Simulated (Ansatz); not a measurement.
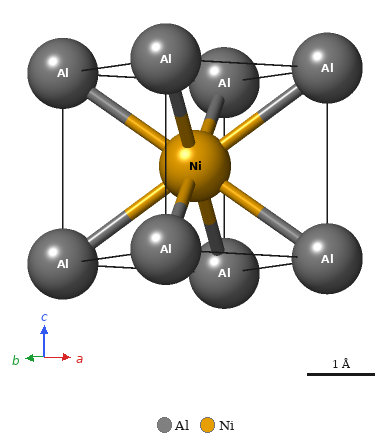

Figure 1. The structure as given in the input (ball-and-stick view of the cell of the calculation, seen at an oblique angle). Near neighbours in the crystal (not all of them lie inside the picture): Al has 8 Ni at 2.50 Å; Ni has 8 Al at 2.50 Å.

**Run report: AlNi, single-point calculation**

- system: AlNi (Pm-3m, 2 atoms in the cell)
- method: DFT PBE+D3(BJ), scalar-relativistic, plane waves, PAW, no spin polarisation (Ansatz 0.2.0)

The structure derives from an entry of the Crystallography Open Database.

Input
```yaml
crystal:
  lattice:
    - [2.881, 0.0, 0.0]
    - [0.0, 2.881, 0.0]
    - [0.0, 0.0, 2.881]
  atoms:
    - { symbol: Al, position: [0.0, 0.0, 0.0] }
    - { symbol: Ni, position: [0.5, 0.5, 0.5] }
basis:
  ecutwfc: 420
kpoints:
  mp_grid: { grid: [6, 6, 6] }
hamiltonian:
  xc: pbe
  dispersion: d3bj
scf:
  occupations: { method: gaussian, width: 0.1 }
output:
  forces: true
  stress: true
  eigenvalues: true
```

Launch command:
```bash
ansatz run input.yaml --threads 4 --pin off --max-ram 10240MiB --backend cpu --events-out ev --progress --plain --runs-dir out
```

Output
```
Engine: ansatz 0.2.0, aarch64-unknown-linux-gnu
Pseudopotentials: kind: paw
Pseudopotential: Al, paw, valence charge 3, recommended cutoff 420 eV (normal), Al.paw.azcp
Pseudopotential: Ni, paw, valence charge 18, recommended cutoff 420 eV (normal), Ni.paw.azcp
Functional definition: PBE
  parameter kappa = 0.804
  parameter beta = 0.06672455060314922
  exchange = pbe_x(kappa = kappa, mu = beta*pi^2/3)
  correlation = pbe_c(beta = beta)
Crystal: 2 atoms, lattice volume = 23.913 Å³
Basis set: ecut = 420 eV, 461 PW (Γ), exchange–correlation on 40×40×40 points (8 copies of the dense FFT grid, shifted against one another)
Bands: 15, of which v1, the nominal top of the filled ones, is band 11 counted from 1 (10 counted from 0)
Symmetry: 48 space group operations
Space group: Pm-3m (ITA 221), of the structure as read, at distance tolerance 2.9e-5 Å
k-points: 20 of 216
Non-local potential: Al, projectors of the file, l = 0: 2, l = 1: 2, l = 2: 1
Non-local potential: Ni, projectors of the file, l = 0: 3, l = 1: 2, l = 2: 3, l = 3: 1
PAW form: soft (Blöchl's): semilocal exchange-correlation on the pseudo side does not see the compensation charge
PAW one-centre angular grid: Al, 110 points (default); XC on 64 Gauss nodes
PAW one-centre angular grid: Ni, 590 points (default); XC on 64 Gauss nodes
Initial density: superposition of atomic densities (neutral atoms: chi_scale 0, normalization atom), corrected by the library's trained network
Initial wavefunctions: pseudopotential atomic-orbital guess
Functional: x = pbe(κ = 0.804, μ = 0.2195149727645171), c = pbe(β = 0.06672455060314922)
SCF iter   1: F=—  HF=-6379.389975 eV  |F-HF|=—  |Δ(HF+E_count)|=         —  Δρ=4.08e-3  dr2=2.87e-3  ethr=1.77e-3  ⟨swp⟩=4.8  Hψ=1383  notcnv=0
preconditioner: auto → none  [insulator: Δε(μ)=0.297 eV  Ē_g=9.680 eV  σ=0.100 eV  W_gap=0.57  n_scr=6 (ndim 8)  ℏωp=27.4 eV  f_vac=0.000  D(μ)=1.44/eV (n_scr^D=18)  ε∞_Penn≈9.0]
SCF iter   2: F=—  HF=-6379.389702 eV  |F-HF|=—  |Δ(HF+E_count)|=   2.73e-4  Δρ=1.22e-3  dr2=2.81e-4  ethr=1.37e-5  ⟨swp⟩=1.4  Hψ=469  notcnv=0
SCF iter   3: F=—  HF=-6379.389685 eV  |F-HF|=—  |Δ(HF+E_count)|=   1.63e-5  Δρ=2.84e-4  dr2=1.20e-5  ethr=1.34e-6  ⟨swp⟩=1.4  Hψ=311  notcnv=0
SCF iter   4: F=—  HF=-6379.389755 eV  |F-HF|=—  |Δ(HF+E_count)|=   6.97e-5  Δρ=2.62e-5  dr2=6.96e-8  ethr=5.71e-8  ⟨swp⟩=2.3  Hψ=430  notcnv=0  defer=1
iter 5 did not close the SCF: its close was put off for the readings that it lacked (scf_convergence_deferred on its scf_iter line)
SCF iter   5: F=-6379.389755 eV  HF=-6379.389755 eV  |F-HF|=7.26e-9  |Δ(HF+E_count)|=   4.81e-8  Δρ=7.20e-6  dr2=7.98e-9  ethr=3.31e-10  ⟨swp⟩=2.0  Hψ=460  notcnv=0  defer=1
SCF iter   6: F=-6379.389755 eV  HF=-6379.389755 eV  |F-HF|=1.71e-10  |Δ(HF+E_count)|=  9.59e-10  Δρ=1.12e-6  dr2=2.07e-10  ethr=3.80e-11  ⟨swp⟩=3.0  Hψ=987  notcnv=0
SCF 1 converged in 6 iterations: F = -6379.389755 eV  dr2 = 2.07e-10
  greatest PAW one-centre occupation: 1.001 electrons in one spin orbital (limit 2), on the Ni atom at site 1 (counted from 0), in its partial waves of l = 1
```

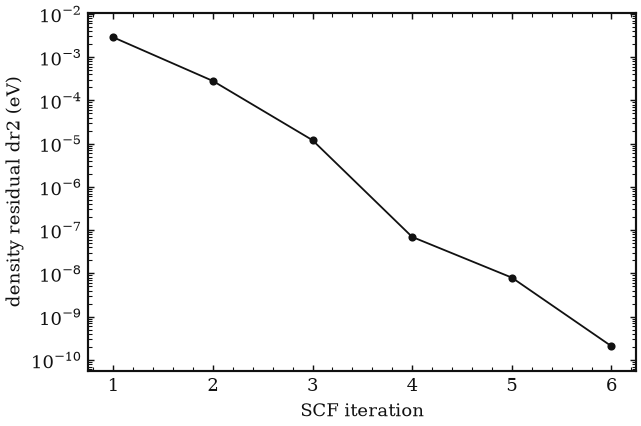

Figure 2. Convergence of the self-consistent field: density residual dr2 against the SCF iteration. The residual falls at every step.

```
SCF converged after 6 iterations
Free energy (F): -6379.389755 eV
Harris-Foulkes:  -6379.389755 eV  (|F-HF|=1.71e-10)
Internal energy: -6379.382550 eV  (E = F + TS)
E sigma→0 (E₀):  -6379.386153 eV
Entropy (-TS):   -0.007205 eV (-3.602 meV/atom)
Fermi energy:    14.027734 eV
--- Per-component energies (eV) ---
  E_band       = -336.567336
  E_kinetic    = 310.985545
  E_local      = -4446.144653  (includes V_loc(G=0)·N_el)
  E_nonlocal   = 647.591311
  E_hartree    = 1913.190216
  E_xc         = -126.295377
  E_vxc        = -140.651274  (∫ρ·V_xc dr)
  E_paw        = -2100.209321  (= ΣΔE_a)
  E_vpaw       = -534.730407  (= ΣTr[D̂ρ^β])
  E_aug_tail   = 0.000487  (compensation charges beyond the density's cutoff)
  E_ewald      = -2577.614375
  E_disp       = -0.886382  (pairwise vdW)
  E_smearing   = -0.007205  (= −TS)
  E_closure    = 0.000000  (closes the sum)
  Σ components = -6379.389755   (vs F -6379.389755, Δ=0.00e0)
--- Forces (eV/Å), atoms counted from 1 ---
  atom   1  Al    -0.00000000     0.00000000     0.00000000
  atom   2  Ni     0.00000000    -0.00000000     0.00000000
  max |Σ_I F_I| component: 3.70e-29 eV/Å
--- Stress (GPa, compression-positive) ---
       -3.799884       0.000000       0.000000
        0.000000      -3.799884       0.000000
       -0.000000       0.000000      -3.799884
  P = ⅓ Tr σ = -3.7999 GPa (-37.999 kbar)
--- Band table (eV; the first three rows and the last of 20) ---
  k-point 0: bands = ["-89.3490", "-49.7502", "-49.7502", "-49.7502", "2.8228", "10.7345", "10.7345", "12.4345", "12.4345", "12.4345", "19.4653", "19.4653", "19.4653", "22.0681", "22.0681"]
  k-point 1: bands = ["-89.3487", "-49.7559", "-49.7498", "-49.7498", "3.3319", "10.6455", "10.8482", "12.2347", "12.2347", "12.4566", "16.3697", "20.1184", "20.1184", "22.0949", "24.5591"]
  k-point 2: bands = ["-89.3480", "-49.7674", "-49.7489", "-49.7489", "4.8161", "9.5813", "11.0870", "11.8837", "11.8837", "12.5013", "13.8227", "21.8419", "21.8419", "22.1617", "26.4982"]
  k-point 19: bands = ["-89.3449", "-49.7689", "-49.7689", "-49.7689", "9.8686", "9.8686", "9.8686", "12.9947", "12.9947", "15.9449", "15.9449", "15.9449", "17.6757", "18.4357", "18.4357"]
```

Results in brief

| quantity | value |
| --- | --- |
| outcome | converged |
| space group (tolerance 0.01 Å) | Pm-3m (221) |
| electrons treated | 21 |
| free energy | −6379.3898 eV |
| Fermi energy | 14.028 eV |
| gap on the k-point mesh | none (metallic) |
| pressure | −3.80 GPa |
| largest force (length of the vector) | under 0.001 eV/Å |
| hardware | 4 threads of Arm Neoverse V2, 24 GiB of memory available, shared host |
| wall time | 0.76 s (CPU time 0.76 s) |
| peak memory | 0.26 GiB |

The run has no spin polarisation, so a magnetic state may lie lower.
